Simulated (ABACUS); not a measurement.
Band-structure run, with input and output: MnO

- system: MnO (2 atoms in the cell)
- method: Kohn-Sham DFT of a periodic cell, PBE, PseudoDojo NC SR 0.4.1 PBE standard, spin-polarised (ABACUS 3.10.1)

The structure derives from a Materials Project entry. It belongs to a series of runs on one base structure; here: bands on the converged density.

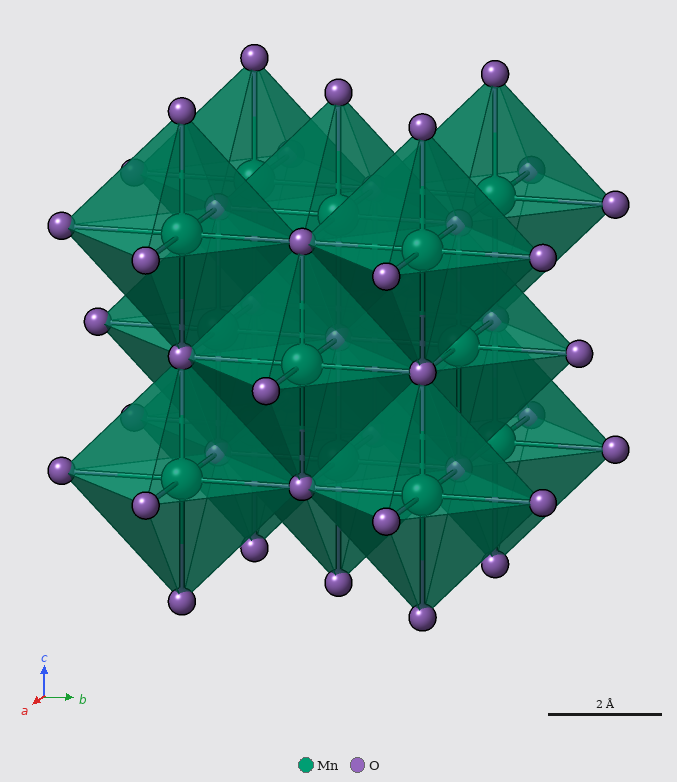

Figure 1. The input geometry (polyhedral view of the cell 4 times as large as that of the calculation, set on its symmetry axes, seen slightly off an axis; polyhedra are completed across the faces of the cell).

### Results in brief

```csv
quantity,value
outcome,converged
space group (tolerance 0.01 Å),Fm-3m (225)
electrons treated,21
Fermi energy of the self-consistent step,15.493 eV
net moment of the cell,4.58 μB
integrated absolute moment,4.58 μB
hardware,"4 threads of Intel Xeon (Granite Rapids), 16 GiB of memory available, shared host"
wall time,0.57 s (CPU time 1.8 s)
peak memory,0.4 GiB
```

### Notes

Settings chosen away from the usual ones: bands on the converged density. The settings depart from the standard set-up of this series, which can bear on the numbers. Points of doubt noted for this run: home made orbitals.

### Input
```
INPUT_PARAMETERS
suffix              MnO
calculation         nscf
basis_type          lcao
pseudo_dir          ./
orbital_dir         ./
symmetry            -1
dft_functional      pbe
ecutwfc             100.0
pseudo_rcut         10
nspin               2
nbands              14
ks_solver           genelpa
smearing_method     fd
smearing_sigma      0.00367493
scf_thr             1e-07
scf_nmax            100
mixing_type         broyden
mixing_beta         0.4
init_chg            file
out_band            1
```

### File STRU
```
ATOMIC_SPECIES
Mn 54.9380 Mn.upf
O 15.9990 O.upf

NUMERICAL_ORBITAL
Mn_confined-atom_7au_2s1p1d.orb
O_confined-atom_6au_1s1p.orb

LATTICE_CONSTANT
1.8897261246

LATTICE_VECTORS
0.0000000000 2.2239077028 2.2239077028
2.2239077028 0.0000000000 2.2239077028
2.2239077028 2.2239077028 0.0000000000

ATOMIC_POSITIONS
Direct

Mn
0.0
1
0.0000000000 0.0000000000 0.0000000000 1 1 1 mag 4

O
0.0
1
0.5000000000 0.5000000000 0.5000000000 1 1 1 mag 0
```

### File KPT
```
K_POINTS
12
Line
0.00000000 0.00000000 0.00000000 10 // G
0.50000000 0.00000000 0.50000000 10 // X
0.50000000 0.25000000 0.75000000 10 // W
0.37500000 0.37500000 0.75000000 10 // K
0.00000000 0.00000000 0.00000000 10 // G
0.50000000 0.50000000 0.50000000 10 // L
0.62500000 0.25000000 0.62500000 10 // U
0.50000000 0.25000000 0.75000000 10 // W
0.50000000 0.50000000 0.50000000 10 // L
0.37500000 0.37500000 0.75000000 1 // K
0.62500000 0.25000000 0.62500000 10 // U
0.50000000 0.00000000 0.50000000 1 // X
```

Launch command:
```bash
OMP_NUM_THREADS=1 mpirun -np 4 abacus > log
```

### What the program printed
```
ABACUS v3.10.1

               Atomic-orbital Based Ab-initio Computation at UStc

 ------------------------------------------------------------------------------------

 READING GENERAL INFORMATION
                           global_out_dir = OUT.MnO/
                           global_in_card = INPUT
                               pseudo_dir = ./
                              orbital_dir = ./
                                    DSIZE = 4
                                    GSIZE = 1

 READING UNITCELL INFORMATION
                                    ntype = 2
                  lattice constant (Bohr) = 1.88973
              lattice constant (Angstrom) = 1

 READING ATOM TYPE 1
                               atom label = Mn
                      L=0, number of zeta = 2
                      L=1, number of zeta = 1
                      L=2, number of zeta = 1
             number of atom for this type = 1
               magnetization of element 1 = 4

 READING ATOM TYPE 2
                               atom label = O
                      L=0, number of zeta = 1
                      L=1, number of zeta = 1
             number of atom for this type = 1
               magnetization of element 2 = 0

                        TOTAL ATOM NUMBER = 2
DIRECT COORDINATES
    atom                   x                   y                   z     mag                  vx                  vy                  vz
taud_Mn1            0.0000000000        0.0000000000        0.0000000000  4.0000        0.0000000000        0.0000000000        0.0000000000
taud_O1            0.5000000000        0.5000000000        0.5000000000  0.0000        0.0000000000        0.0000000000        0.0000000000

                          Volume (Bohr^3) = 148.449
                             Volume (A^3) = 21.9978

 Lattice vectors: (Cartesian coordinate: in unit of a_0)
                   +0            +2.22391            +2.22391
             +2.22391                  +0            +2.22391
             +2.22391            +2.22391                  +0
 Reciprocal vectors: (Cartesian coordinate: in unit of 2 pi/a_0)
            -0.224829           +0.224829           +0.224829
            +0.224829           -0.224829           +0.224829
            +0.224829           +0.224829           -0.224829
 The esolver type has been set to : ksdft_lcao

                PAO radial cut off (Bohr) = 10

 Read in pseudopotential file is Mn.upf
                     pseudopotential type = NC
          exchange-correlation functional = PBE
                 nonlocal core correction = 1
                        valence electrons = 15
                                     lmax = 2
                           number of zeta = 4
                     number of projectors = 6
                           L of projector = 0
                           L of projector = 0
                           L of projector = 1
                           L of projector = 1
                           L of projector = 2
                           L of projector = 2
                PAO radial cut off (Bohr) = 10

 Read in pseudopotential file is O.upf
                     pseudopotential type = NC
          exchange-correlation functional = PBE
                 nonlocal core correction = 1
                        valence electrons = 6
                                     lmax = 2
                           number of zeta = 2
                     number of projectors = 5
                           L of projector = 0
                           L of projector = 0
                           L of projector = 1
                           L of projector = 1
                           L of projector = 2
     initial pseudo atomic orbital number = 14
 The readin total magnetization is 4

 SETUP THE ELECTRONS NUMBER
            electron number of element Mn = 15
      total electron number of element Mn = 15
             electron number of element O = 6
       total electron number of element O = 6
            AUTOSET number of electrons:  = 21
                           occupied bands = 11
                                   NLOCAL = 14
                                   NBANDS = 14
                                   NBANDS = 14
                                   NLOCAL = 14

%%%%%%%%%%%%%%%%%%%%%%%%%%%%%%%%%%%%%%%%%%%%%%%%%%%%%%%%%%%%%%%%%%%%%%%%%%%%%%%%%%%%%%%%%%%%%%%%%%%%%%%%%%
 Warning: the number of valence electrons in pseudopotential > 7 for Mn: [Ar] 3d5 4s2
 Pseudopotentials with additional electrons can yield (more) accurate outcomes, but may be less efficient.
 If you're confident that your chosen pseudopotential is appropriate, you can safely ignore this warning.
%%%%%%%%%%%%%%%%%%%%%%%%%%%%%%%%%%%%%%%%%%%%%%%%%%%%%%%%%%%%%%%%%%%%%%%%%%%%%%%%%%%%%%%%%%%%%%%%%%%%%%%%%%

 SETUP THE PLANE WAVE BASIS
 energy cutoff for charge/potential (unit:Ry) = 400
            fft grid for charge/potential = [ 40, 40, 40 ]
                        fft grid division = [ 5, 5, 5 ]
        big fft grid for charge/potential = [ 8, 8, 8 ]
                                     nbxx = 128
                                     nrxx = 16000

 SETUP PLANE WAVES FOR CHARGE/POTENTIAL
                    number of plane waves = 19987
                         number of sticks = 967

 PARALLEL PW FOR CHARGE/POTENTIAL
     PROC   COLUMNS(POT)             PW
        1            241           4997
        2            241           4997
        3            244           4996
        4            241           4997
 --------------- sum -------------------
        4            967          19987
                            number of |g| = 240
                                  max |g| = 36.142
                                  min |g| = 0.151645

----------- Double Check Mixing Parameters Begin ------------
mixing_type: broyden
mixing_beta: 0.4
mixing_gg0: 1
mixing_gg0_min: 0.1
mixing_beta_mag: 1.6
mixing_gg0_mag: 0
mixing_ndim: 8
----------- Double Check Mixing Parameters End ------------

 SETUP K-POINTS
                                    nspin = 2
                                   nkstot = 102
K-POINTS DIRECT COORDINATES
 KPOINTS    DIRECT_X    DIRECT_Y    DIRECT_Z  WEIGHT
       1  0.00000000  0.00000000  0.00000000  1.0000
       2  0.05000000  0.00000000  0.05000000  1.0000
       3  0.10000000  0.00000000  0.10000000  1.0000
       4  0.15000000  0.00000000  0.15000000  1.0000
       5  0.20000000  0.00000000  0.20000000  1.0000
       6  0.25000000  0.00000000  0.25000000  1.0000
       7  0.30000000  0.00000000  0.30000000  1.0000
       8  0.35000000  0.00000000  0.35000000  1.0000
       9  0.40000000  0.00000000  0.40000000  1.0000
      10  0.45000000  0.00000000  0.45000000  1.0000
      11  0.50000000  0.00000000  0.50000000  1.0000
      12  0.50000000  0.02500000  0.52500000  1.0000
      13  0.50000000  0.05000000  0.55000000  1.0000
      14  0.50000000  0.07500000  0.57500000  1.0000
      15  0.50000000  0.10000000  0.60000000  1.0000
      16  0.50000000  0.12500000  0.62500000  1.0000
      17  0.50000000  0.15000000  0.65000000  1.0000
      18  0.50000000  0.17500000  0.67500000  1.0000
      19  0.50000000  0.20000000  0.70000000  1.0000
      20  0.50000000  0.22500000  0.72500000  1.0000
      21  0.50000000  0.25000000  0.75000000  1.0000
      22  0.48750000  0.26250000  0.75000000  1.0000
      23  0.47500000  0.27500000  0.75000000  1.0000
      24  0.46250000  0.28750000  0.75000000  1.0000
      25  0.45000000  0.30000000  0.75000000  1.0000
      26  0.43750000  0.31250000  0.75000000  1.0000
      27  0.42500000  0.32500000  0.75000000  1.0000
      28  0.41250000  0.33750000  0.75000000  1.0000
      29  0.40000000  0.35000000  0.75000000  1.0000
      30  0.38750000  0.36250000  0.75000000  1.0000
[... 72 further k points ...]

           k-point number in this process = 102
       minimum distributed K point number = 102
                             nks(nspin=2) = 204
                          nkstot(nspin=2) = 204

[... K-POINTS CARTESIAN COORDINATES: 204 rows ...]

[... K-POINTS DIRECT COORDINATES: 204 rows ...]

 SETUP PLANE WAVES FOR WAVE FUNCTIONS
     energy cutoff for wavefunc (unit:Ry) = 100
              fft grid for wave functions = [ 40, 40, 40 ]
                    number of plane waves = 3143
                         number of sticks = 283

 PARALLEL PW FOR WAVE FUNCTIONS
     PROC   COLUMNS(POT)             PW
        1             71            787
        2             71            786
        3             71            786
        4             70            784
 --------------- sum -------------------
        4            283           3143

 SET NONLOCAL PSEUDOPOTENTIAL PROJECTORS
 SET NONLOCAL PSEUDOPOTENTIAL PROJECTORS
 max number of nonlocal projetors among all species is 6

 -------------------------------------------
 NONSELF-CONSISTENT
 -------------------------------------------

 SETUP SEARCHING RADIUS FOR PROGRAM TO SEARCH ADJACENT ATOMS
                  longest orb rcut (Bohr) = 7
   longest nonlocal projector rcut (Bohr) = 1.66
                     search radius (Bohr) = 17.3
              searching radius is (Bohr)) = 17.3
         searching radius unit is (Bohr)) = 1.89
                         PeriodicBoundary = 1
                        Radius(unit:lat0) = 9.17
                                   glayer = [ 5, 5, 5 ]
                             glayer_minus = [ 4, 4, 4 ]

Find the coordinate range of the input atom(unit:lat0).
                                  min_tau = [ -17.8, -17.8, -17.8 ]
                                  max_tau = [ 20, 20, 20 ]
                                BoxNumber = [ 9, 9, 9 ]

 SETUP EXTENDED REAL SPACE GRID FOR GRID INTEGRATION
                          real space grid = [ 40, 40, 40 ]
                 big cell numbers in grid = [ 8, 8, 8 ]
             meshcell numbers in big cell = [ 5, 5, 5 ]
                        extended fft grid = [ 12, 12, 12 ]
                dimension of extened grid = [ 33, 33, 33 ]
                            UnitCellTotal = 125
              Atom number in sub-FFT-grid = 2
    Local orbitals number in sub-FFT-grid = 14
                                ParaV.nnr = 4417
                                 init_chg = file
 try to read charge from file
 Read in the charge density: OUT.MnO//MnO-CHARGE-DENSITY.restart

 LCAO ALGORITHM --------------- ION=   1  ELEC=   1--------------------------------
[... levels at 204 k points of this process ...]

          total magnetism (Bohr mag/cell) = 4.57956
       absolute magnetism (Bohr mag/cell) = 4.57956
                        nelec for spin up = 12.7898
                      nelec for spin down = 8.21022

 Density error is 0.00000000000
----------------------------------------------------------
     Energy           Rydberg                 eV
----------------------------------------------------------
 E_KohnSham     -250.6680270629      -3410.5134744731
 E_KS(sigma->0) -250.6677652852      -3410.5099128057
 E_Harris       -250.6680270629      -3410.5134744731
 E_band         -15.1523644996       -206.1584953669
 E_one_elec     -105.9035225890      -1440.8913454816
 E_Hartree      66.7119540220        907.6626994128
 E_xc           -45.7679548844       -622.7049722345
 E_Ewald        -165.7079800562      -2254.5727328350
 E_entropy(-TS) -0.0005235553        -0.0071233349
 E_descf        0.0000000000         0.0000000000
 E_exx          0.0000000000         0.0000000000
 E_Fermi        1.1369539107         15.4690515496
----------------------------------------------------------

 charge density convergence is achieved
 final etot is -3410.5134745 eV
 EFERMI = 15.469051550 eV

 STATE ENERGY(eV) AND OCCUPATIONS    NSPIN == 2
SPIN UP :
 1/102 kpoint (Cartesian) = 0.0000 0.0000 0.0000 (611 pws)
       1       -65.7351     0.00980392
       2       -34.8041     0.00980392
       3       -34.8041     0.00980392
       4       -34.8041     0.00980392
       5       -5.09091     0.00980392
       6        11.6182     0.00980392
       7        11.6182     0.00980392
       8        11.6182     0.00980392
       9        12.0456     0.00980392
      10        12.0456     0.00980392
      11        12.0456     0.00980392
      12        12.2761     0.00980392
      13        12.2761     0.00980392
      14        14.1337     0.00980392

 2/102 kpoint (Cartesian) = 0.0000 0.022483 0.0000 (627 pws)
       1       -65.7348     0.00980392
       2       -34.8057     0.00980392
       3       -34.8047     0.00980392
       4       -34.8047     0.00980392
       5       -5.05439     0.00980392
       6        11.1793     0.00980392
       7        11.4420     0.00980392
       8        11.4420     0.00980392
       9        11.5904     0.00980392
      10        12.2398     0.00980392
      11        12.2398     0.00980392
      12        12.2874     0.00980392
      13        12.7952     0.00980392
      14        14.5691     0.00980392

 3/102 kpoint (Cartesian) = 0.0000 0.044966 0.0000 (629 pws)
       1       -65.7341     0.00980392
       2       -34.8105     0.00980392
       3       -34.8067     0.00980392
       4       -34.8067     0.00980392
       5       -4.94919     0.00980392
       6        10.1729     0.00980392
       7        11.1847     0.00980392
       8        11.1847     0.00980392
       9        11.5102     0.00980392
      10        12.3201     0.00980392
      11        12.5467     0.00980392
      12        12.5467     0.00980392
      13        13.0515     0.00980392
      14        15.5735     0.00107924

 4/102 kpoint (Cartesian) = 0.0000 0.067449 0.0000 (631 pws)
       1       -65.7330     0.00980392
       2       -34.8180     0.00980392
       3       -34.8096     0.00980392
       4       -34.8096     0.00980392
       5       -4.78806     0.00980392
       6        9.27392     0.00980392
       7        10.9709     0.00980392
       8        10.9709     0.00980392
       9        11.3867     0.00980392
      10        12.3712     0.00980392
      11        12.8295     0.00980392
      12        12.8295     0.00980392
      13        13.2091     0.00980392
      14        16.7056    1.78127e-13

 5/102 kpoint (Cartesian) = 0.0000 0.089932 0.0000 (623 pws)
       1       -65.7316     0.00980392
       2       -34.8274     0.00980392
       3       -34.8134     0.00980392
       4       -34.8134     0.00980392
       5       -4.59101     0.00980392
       6        8.55306     0.00980392
       7        10.8254     0.00980392
       8        10.8254     0.00980392
       9        11.2334     0.00980392
      10        12.4360     0.00980392
      11        13.0469     0.00980392
      12        13.0469     0.00980392
      13        13.3495     0.00980392
      14        17.7696    1.02184e-22

 6/102 kpoint (Cartesian) = 0.0000 0.11241 0.0000 (622 pws)
       1       -65.7301     0.00980392
       2       -34.8378     0.00980392
       3       -34.8176     0.00980392
       4       -34.8176     0.00980392
       5       -4.38284     0.00980392
       6        8.05838     0.00980392
       7        10.7563     0.00980392
       8        10.7563     0.00980392
       9        11.0664     0.00980392
      10        12.5083     0.00980392
      11        13.1757     0.00980392
      12        13.1757     0.00980392
      13        13.4759     0.00980392
      14        18.6646    1.72025e-30

[... levels at 198 further k points ...]

 --------------------------------------------
 !FINAL_ETOT_IS -3410.513474473106 eV
 --------------------------------------------

 Output bands in file: OUT.MnO/BANDS_1.dat

 Output bands in file: OUT.MnO/BANDS_2.dat
```

### Standard output
```
ABACUS v3.10.1

               Atomic-orbital Based Ab-initio Computation at UStc

%%%%%%%%%%%%%%%%%%%%%%%%%%%%%%%%%%%%%%%%%%%%%%%%%%%%%%%%%%%%%%%%%%%%%%%%%%%%%%%%%%%%%%%%%%%%%%%%%%%%%%%%%
 Warning: the number of valence electrons in pseudopotential > 7 for Mn: [Ar] 3d5 4s2
 Pseudopotentials with additional electrons can yield (more) accurate outcomes, but may be less efficient.
 If you're confident that your chosen pseudopotential is appropriate, you can safely ignore this warning.
%%%%%%%%%%%%%%%%%%%%%%%%%%%%%%%%%%%%%%%%%%%%%%%%%%%%%%%%%%%%%%%%%%%%%%%%%%%%%%%%%%%%%%%%%%%%%%%%%%%%%%%%%

 UNIFORM GRID DIM        : 40 * 40 * 40
 UNIFORM GRID DIM(BIG)   : 8 * 8 * 8
 ---------------------------------------------------------
 ---------------------------------------------------------
 SPIN    KPOINTS         PROCESSORS  THREADS     NBASE
 2       204             4           4           14
 ---------------------------------------------------------
 Use Systematically Improvable Atomic bases
 ---------------------------------------------------------
 ELEMENT ORBITALS        NBASE       NATOM       XC
 Mn      2s1p1d-7au      10          1
 O       1s1p-6au        4           1
 ---------------------------------------------------------
 Initial plane wave basis and FFT box
 ---------------------------------------------------------
 -------------------------------------------
 NONSELF-CONSISTENT :
 -------------------------------------------
 START CHARGE      : file
 ITER      TMAG       AMAG        ETOT/eV          EDIFF/eV         DRHO     TIME/s
 GE1      4.58e+00   4.58e+00  -3.41051347e+03   0.00000000e+00   0.0000e+00   0.19
```
